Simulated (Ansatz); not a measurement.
Here is a crystal structure:

```cif
data_structure
_symmetry_space_group_name_H-M 'P -3 m 1'
_symmetry_Int_Tables_number 164
_cell_length_a 3.5396
_cell_length_b 3.5396
_cell_length_c 5.5856
_cell_angle_alpha 90.000
_cell_angle_beta 90.000
_cell_angle_gamma 120.000
_cell_volume 60.60
loop_
_atom_site_label
_atom_site_type_symbol
_atom_site_symmetry_multiplicity
_atom_site_Wyckoff_symbol
_atom_site_fract_x
_atom_site_fract_y
_atom_site_fract_z
_atom_site_occupancy
Hf1 Hf 1 a 0.00000 0.00000 0.00000 1
S1 S 2 d 0.66667 0.33333 0.74034 1
```

> What would you see if this were drawn?

Its composition is HfS₂. The symmetry is that of P-3m1 (No. 164), on a primitive hexagonal lattice. Prototype: cadmium iodide (CdI₂, 1T) type. One cell contains 1 Hf, 2 S, 3 atoms in all. Hf is linked to six S in an octahedral arrangement at 2.51 Å. S is linked to three Hf in a trigonal pyramidal arrangement at 2.51 Å. Not all metal-metal contacts are counted. The bonds build HfS2 layers parallel to (001).

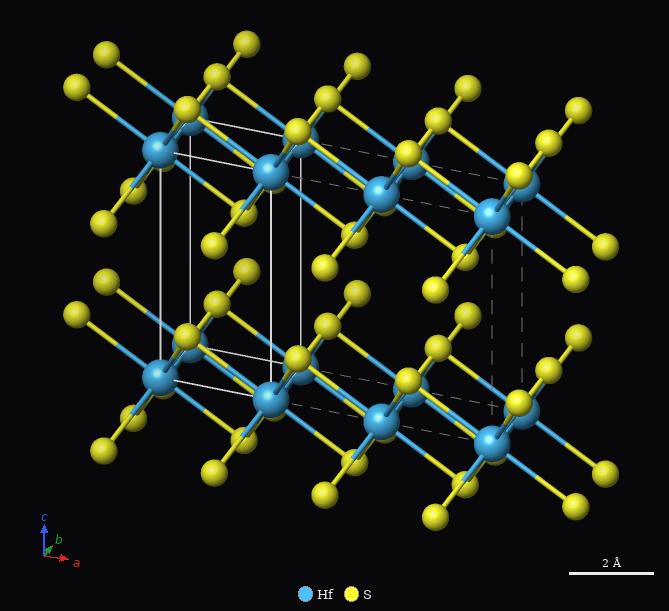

Drawn in the ball-and-stick manner and seen slightly off an axis. One conventional unit cell is drawn solid; the view covers 3×1×1 cells. Some atoms of the next cells are drawn as well. Colours: hafnium blue, sulfur yellow.

Origin of the cell: a structure listed in the Materials Project. The cell was then strained or its atoms displaced on purpose. It was run through Ansatz as a DFT input.
